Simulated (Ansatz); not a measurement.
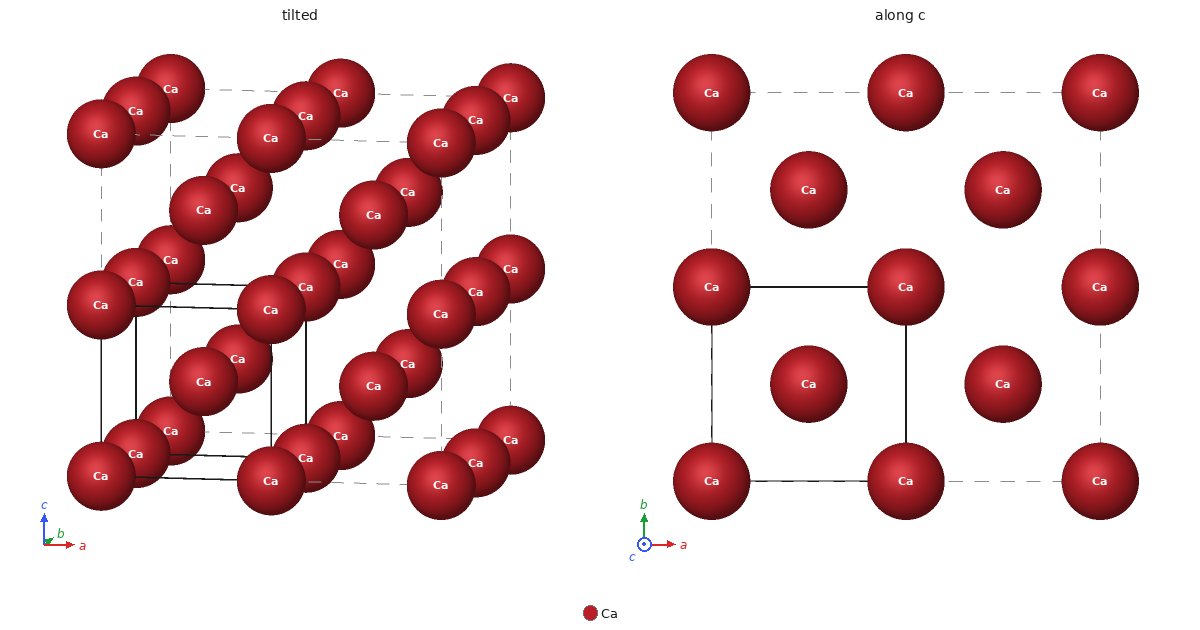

Drawn in the spheres-only manner and seen slightly off an axis and along the c axis. 2×2×2 cells are drawn; the solid outline is the drawn cell (a repeat of the simulation cell).

Caption:

- The element is calcium.
- Strictly the space group is I4/mmm (No. 139, within 0.01 Å). It is a distorted form of a body-centred cubic structure, space group Im-3m (No. 229) within 0.25 Å: body-centred cubic (W type).
- The cell holds two atoms.
- Ca sits among eight Ca in a cubic arrangement.

The structure comes from a structure listed in the Materials Project. Earlier steps of the study may have refined or changed the cell and positions. It went into a calculation with Ansatz.
